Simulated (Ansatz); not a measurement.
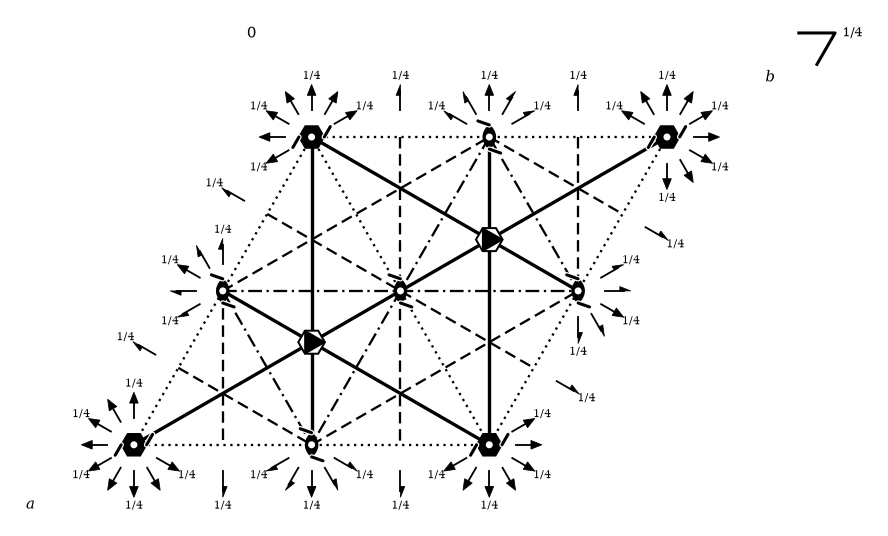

Symmetry elements of a space group, projected down c, computed from the operations of a computed or model structure of composition Ti.

Graphical symbols as in the International Tables (origin upper left, heights as fractions; handed screw axes are marked by their printed symbols).

**Which space group is it?**

P6_3/mmc, No. 194; primitive hexagonal, point group 6/mmm, 24 general positions a cell.

**List the elements shown.**

−6 axes along c at (1/3, 2/3), (2/3, 1/3); 6₃ axes along c at (0, 0); 2₁ axes along c at (0, 1/2), (1/2, 0), (1/2, 1/2); inversion centres at (0, 0), (0, 1/2), (1/2, 0), (1/2, 1/2); mirror planes holding c and [1 2 0] or [2 1 0] or [−1 1 0]; in-plane glide planes holding c and [1 2 0] or [2 1 0] or [−1 1 0]; c glide planes normal to a*, at x = 0; n glide planes normal to a*, at x = 1/2; c glide planes normal to b*, at y = 0; n glide planes normal to b*, at y = 1/2; c glide planes holding c and [1 1 0]; diagonal glide planes holding c and [1 1 0]; a mirror plane normal to c at height 1/4; 2 axes along [1 1 0] at height 0; 2 axes along [1 2 0] at height 1/4; 2 axes along [2 1 0] at height 1/4; 2 axes along [−1 1 0] at height 1/4; 2 axes along a at height 0; 2 axes along b at height 0; 2₁ axes along [1 1 0] at height 0; 2₁ axes along [1 2 0] at height 1/4; 2₁ axes along [2 1 0] at height 1/4; 2₁ axes along [−1 1 0] at height 1/4; 2₁ axes along a at height 0; 2₁ axes along b at height 0. Heights repeat every half period; positions are (a, b) fractions, modulo 1.

**Write the general positions (in any order).**

x, y, z; −x, −y, −z; x−y, x, z+1/2; −x+y, −x, −z+1/2; −y, x−y, z; y, −x+y, −z; −x, −y, z+1/2; x, y, −z+1/2; −x+y, −x, z; x−y, x, −z; y, −x+y, z+1/2; −y, x−y, −z+1/2; −y, −x, −z+1/2; y, x, z+1/2; −x, −x+y, −z; x, x−y, z; −x+y, y, −z+1/2; x−y, −y, z+1/2; y, x, −z; −y, −x, z; x, x−y, −z+1/2; −x, −x+y, z+1/2; x−y, −y, −z; −x+y, y, z
